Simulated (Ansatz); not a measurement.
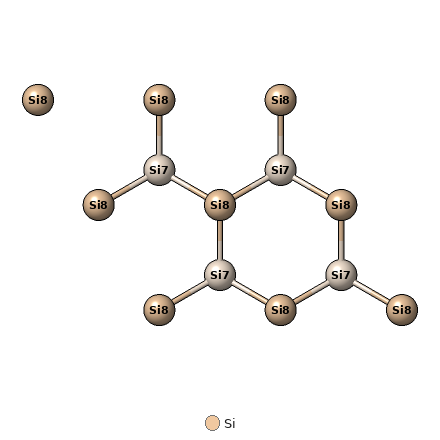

The system is CH on a Si(001) slab cut from the P6_3/mmc phase, its upper half relaxed before the scan (8 atoms of substrate and one adsorbate in a 1 × 1 cell); the picture shows it without the atoms that are moved over the map. 
- CH is moved over the surface cell; relaxed at each place: the height of the adsorbate's atoms; substrate rigid; the origin of the map has the adsorbate above Si8.
- Places are given modulo a cell vector. The map is drawn in real space over the plane of the surface.
- The scan uses a 6 × 6 grid; 10 points were computed and 26 follow by symmetry.
- All energies are given in eV relative to the lowest grid point.
- Energies and slopes of some neighbouring points disagree (a jump in structure or state, or too coarse a mesh). The magnetic moment jumps between some neighbouring points. With one adsorbate in each 1 × 1 cell, its nearest image is 3.9 Å away, so neighbouring adsorbates interact.
- These are results of DFT PBE, scalar-relativistic, plane waves, PAW (Ansatz 0.2.0), not measurements. Settings: cutoff 420 eV, k-mesh 9×9×1, gaussian smearing 0.05 eV, spin-polarised.

Range: position of C9 along the first surface vector from 0.000 to 0.833; position of C9 along the second surface vector from 0.000 to 0.833.

Q: What landscape does the calculation give?

A: The lowest grid point is at a bridge site between two Si atoms, (0/6, 3/6) of the cell vectors. The same energy is found at a bridge site between two Si atoms, (3/6, 0/6) of the cell vectors; a bridge site between two Si atoms, (3/6, 3/6) of the cell vectors. The highest grid point, a threefold hollow over a second-layer Si atom, (4/6, 2/6) of the cell vectors, lies 1.26 eV above the lowest.

| second ↓, first → | 0/6 | 1/6 | 2/6 | 3/6 | 4/6 | 5/6 |
| --- | --- | --- | --- | --- | --- | --- |
| 5/6 | 0.44 | 0.65 | 0.41 | 0.41 | 0.65 | 0.44 |
| 4/6 | 0.43 | 0.41 | 0.94 | 0.41 | 0.43 | 0.45 |
| 3/6 | 0.00 | 0.41 | 0.41 | 0.00 | 0.21 | 0.21 |
| 2/6 | 0.43 | 0.65 | 0.43 | 0.21 | 1.26 | 0.21 |
| 1/6 | 0.44 | 0.44 | 0.45 | 0.21 | 0.21 | 0.45 |
| 0/6 | 0.35 | 0.44 | 0.43 | 0.00 | 0.43 | 0.44 |

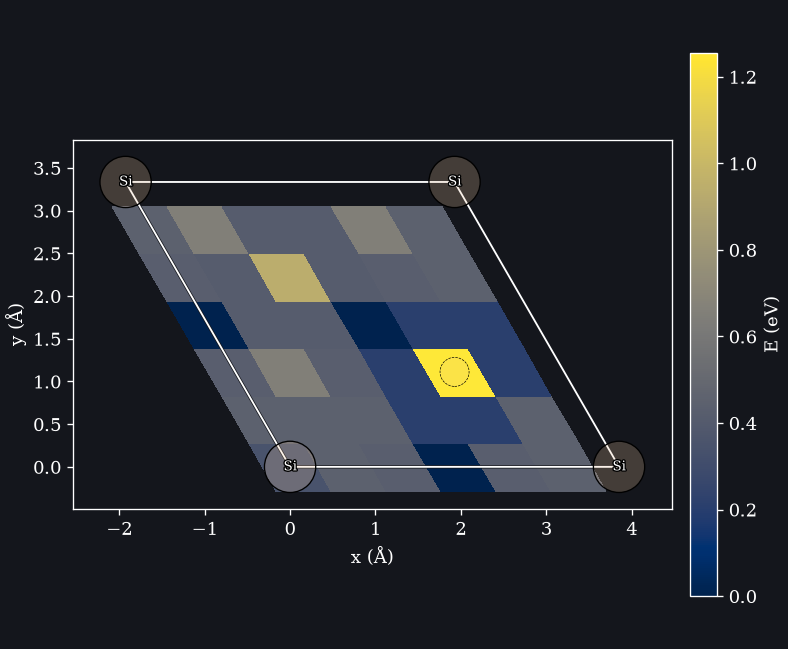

Drawn: one coloured cell a grid point, labelled circles for the atoms of the top layer and small ones for the second layer, the outline of one cell of the plane.

The whole map (10 points run) took 66 min on 1 thread of Arm Neoverse V1, on a shared host.
